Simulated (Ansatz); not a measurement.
```cif
data_structure
_symmetry_space_group_name_H-M 'P 1'
_symmetry_Int_Tables_number 1
_cell_length_a 14.7704
_cell_length_b 3.8038
_cell_length_c 9.2251
_cell_angle_alpha 90.000
_cell_angle_beta 100.445
_cell_angle_gamma 90.000
_cell_volume 509.72
loop_
_atom_site_label
_atom_site_type_symbol
_atom_site_fract_x
_atom_site_fract_y
_atom_site_fract_z
_atom_site_occupancy
La1 La 0.30864 0.00000 0.86082 1
La2 La 0.80864 0.50000 0.86082 1
La3 La 0.13360 0.50000 0.49425 1
La4 La 0.63360 0.00000 0.49425 1
La5 La 0.19136 0.50000 0.13918 1
La6 La 0.69136 0.00000 0.13918 1
La7 La 0.03264 0.00000 0.81228 1
La8 La 0.53264 0.50000 0.81228 1
La9 La 0.36640 0.00000 0.50575 1
La10 La 0.86640 0.50000 0.50575 1
La11 La 0.46736 0.50000 0.18772 1
La12 La 0.96736 0.00000 0.18772 1
O1 O 0.19640 0.00000 0.63158 1
O2 O 0.69640 0.50000 0.63158 1
O3 O 0.12930 0.00000 0.28910 1
O4 O 0.62930 0.50000 0.28910 1
O5 O 0.02452 0.50000 0.65654 1
O6 O 0.52452 0.00000 0.65654 1
O7 O 0.17568 0.00000 0.97623 1
O8 O 0.67568 0.50000 0.97623 1
O9 O 0.32432 0.50000 0.02377 1
O10 O 0.82432 0.00000 0.02377 1
O11 O 0.30360 0.50000 0.36842 1
O12 O 0.80360 0.00000 0.36842 1
O13 O 0.47548 0.00000 0.34346 1
O14 O 0.97548 0.50000 0.34346 1
O15 O 0.37070 0.50000 0.71090 1
O16 O 0.87070 0.00000 0.71090 1
O17 O 0.00000 0.50000 0.00000 1
O18 O 0.50000 0.00000 0.00000 1
```

Space group C2/m; a structure from a database of computed crystals, not necessarily the ambient phase; started from the database structure prototype, which need not be the ambient phase.

All numbers below come from DFT, PBE, plane waves, PAW in Ansatz.

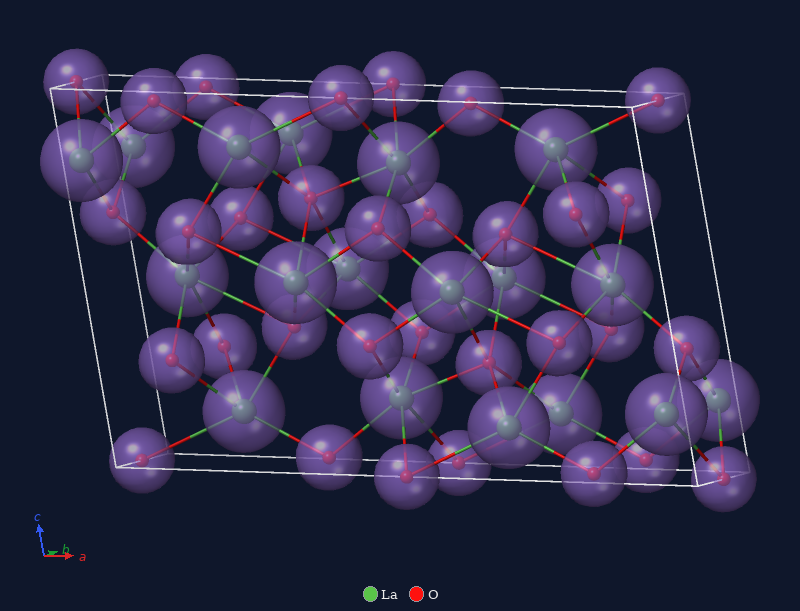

La2O3. Isosurface of the valence electron density at 0.8 e/Å³ (purple), seen at an oblique angle. Sticks mark near contacts.

Question: Which contacts does the surface bridge?

Answer: At this value the density breaks into separate islands; it holds about 65 % of the electrons treated as valence (semicore included). It bridges none of the near contacts. It is pinched off along the shortest La–O (2.36 Å), La–O (2.41 Å), La–O (2.49 Å) and La–O (2.61 Å) contacts. On the grid the lowest density along these lines, outside the cores, is 0.46 e/Å³ (La–O, 2.36 Å), 0.43 e/Å³ (La–O, 2.41 Å), 0.35 e/Å³ (La–O, 2.49 Å) and 0.28 e/Å³ (La–O, 2.61 Å).

Question: Does the calculation give a band gap?

Answer: It is gapped, with a Kohn–Sham gap of 3.5 eV on the k-point mesh, an upper bound to the gap of this method.
